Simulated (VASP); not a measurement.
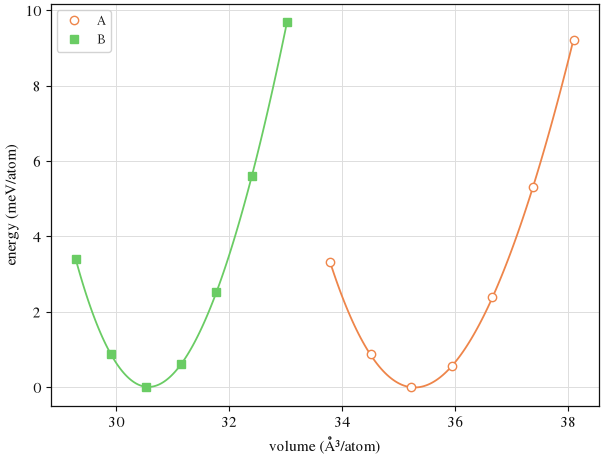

The figure compares two calculations of the energy against volume, each curve from its own zero. The first is for KBr, space group Fm-3m (No. 225).

The cell holds 2 atoms.

Method: plane-wave DFT, no spin polarisation; energies at scaled volumes of the given cell, shape and fractions fixed, counted from the fit's minimum, third-order Birch-Murnaghan fit (VASP 6.6.1). Level: PBEsol.

k mesh 7×7×7; occupations Fermi–Dirac; smearing width 0.05 eV; potentials VASP PAW PBE potentials, recommended; wave cutoff 520 eV.

In the second, Br is replaced by Cl on all its sites, which gives KCl in the same structure.

Question: Which of A and B is the second calculation, and what did the change do?

Answer: B. The equilibrium volume falls from 35.28 to 30.57 Å³/atom (−13 %) and the bulk modulus rises from 15.4 to 18.4 GPa (+19 %).

V0 and the bulk modulus come from third-order Birch–Murnaghan fits.
